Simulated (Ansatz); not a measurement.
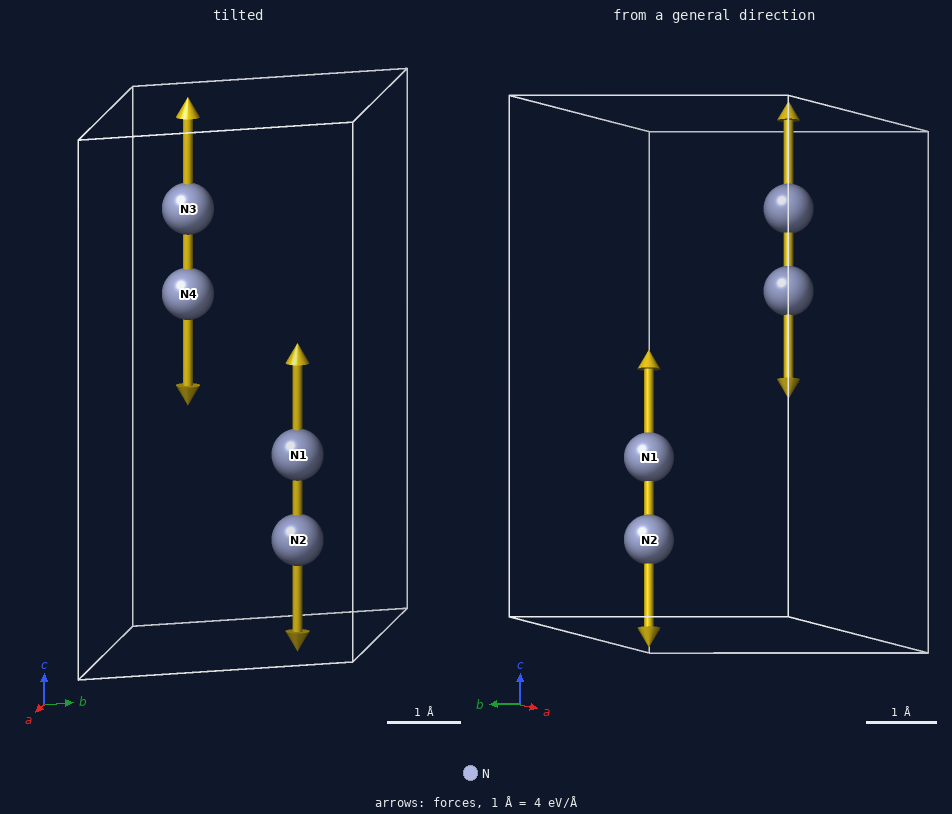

We look at a spheres-only model of the crystal slightly off an axis and from a general direction. Lines trace the edges of the simulation cell. The arrows are the computed forces on the atoms.

System: N. The calculation used DFT PBEsol, scalar-relativistic, plane waves, PAW in Ansatz, with wavefunction cutoff 420 eV, the zone sampled with 6×6×4 points, Gaussian smearing of 0.05 eV, no spin polarisation.

Has this structure been optimised to equilibrium?

No. The atoms still feel forces of up to about 9.7 eV/Å, far above a usual threshold of 0.01 to 0.03 eV/Å.

Which atom has the biggest force on it?

All N atoms, about 9.7 eV/Å.

The starting point was a structure listed in the Materials Project. The cell was then strained or its atoms displaced on purpose. It was the input of a calculation with Ansatz.
